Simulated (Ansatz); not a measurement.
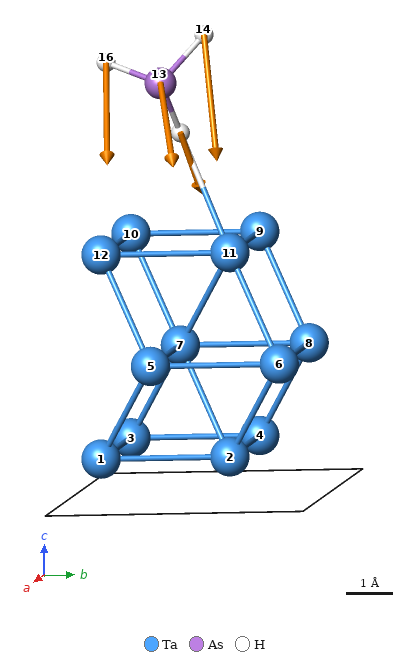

This is a constrained relaxation of a slab of composition Ta12AsH3 (cut from the Im-3m phase). The starting structure is drawn; orange arrows show the displacements, at their true length.

Style: ball-and-stick. Shown: the cell of the calculation, outlined in the plane, without the vacuum (origin shifted), slightly off an axis.

Case: 1 AsH3 a cell, inverted, over a bridge Ta-Ta site. The slab is the (1 1 0) face of Ta with AsH3 on it. 4 atoms are held fixed.

Method: DFT PBE+D3(BJ), scalar-relativistic, plane waves, PAW in Ansatz 0.2.0. Settings: plane-wave cutoff 420 eV; k-point mesh 4 × 4 × 1; occupations gaussian; smearing width 0.1 eV; no spin polarisation; dipole correction; atoms relaxed in a fixed cell; force threshold 0.04 eV/Å; at most 100 steps.

Question: What happened in the run?

Answer: After 25 accepted moves (26 points after the start) the energy has fallen by 3.255 eV per cell of the calculation. Largest force component: 0.42 eV/Å at the start, 0.015 eV/Å at the end. The line search rejected the trial step at point 24 of the run. An H atom moves most: 2.88 Å at 24° to the normal (−c side). Largest moves by element: H 2.88 Å, As 2.35 Å, Ta 0.07 Å. The lattice vectors keep their values. Among the contacts that change: H–Ta 4.835 → 2.000 Å, H–Ta 4.337 → 2.003 Å, As–Ta 4.947 → 2.649 Å, As–H 1.564 → 3.227 Å. New bonds form, among them: H–Ta (2.96 → 2.04 Å), H–Ta (3.38 → 1.96 Å), H–Ta (4.34 → 2.00 Å), H–Ta (4.83 → 2.00 Å). Bonds break, among them: As–H (1.56 → 3.23 Å). Among the angles between lasting bonds that change: Ta–Ta–Ta 180.0° → 176.2°, H–As–H 92.1° → 95.0°, Ta–Ta–Ta 109.8° → 107.3°. Cost: 13 min on 4 threads of Arm Neoverse V2, on a shared host, peak memory 2.2 GiB.

Limits of the set-up: the periodic images lie only 5.7 Å apart, so the values are limited by the cell's size.
